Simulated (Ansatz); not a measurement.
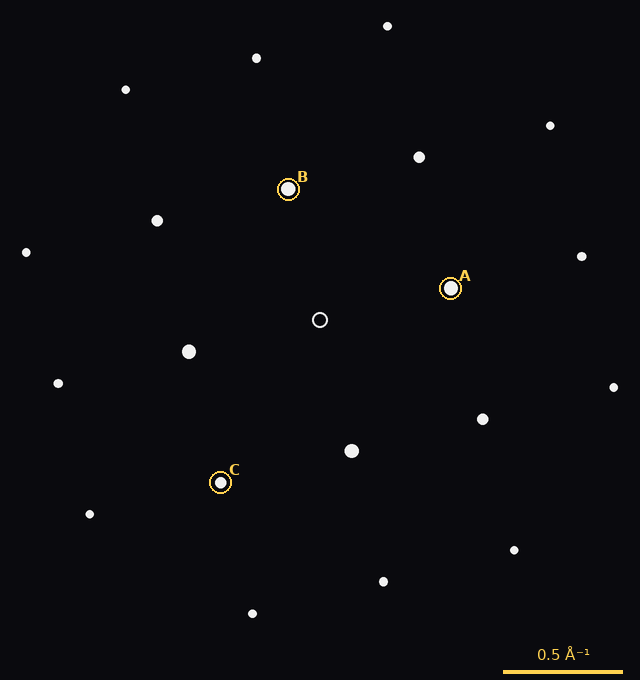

Simulated selected-area electron diffraction pattern (200 kV, kinematic approximation, thin crystal, B = 0.5 Å² for all atoms). The zone axis points towards the electron source and the pattern is seen from the source side.

Crystal: Ni, space group Fm-3m (No. 225), a = 3.52 Å. Structure: the geometry relaxed with Ansatz, DFT PBE, scalar-relativistic, plane waves, PAW; the starting structure was generated, so it need not be a known form of this composition.

```csv
atom,site,symmetry,x,y,z
Ni,4b,m-3m,0.5000,0.0000,0.0000
```

Spot A is indexed -2 0 0 and spot B 0 -2 0.

### Give hkl for C.

C = −A − B = 2 2 0 (d = 1.244 Å).

### Find the zone axis.

The cross product of A and B is parallel to [001]; every spot obeys hu + kv + lw = 0.

### What are the spacings of A and B and the angle between them?

d(A) = 1.759 Å, d(B) = 1.759 Å, and the angle is 90.0°.
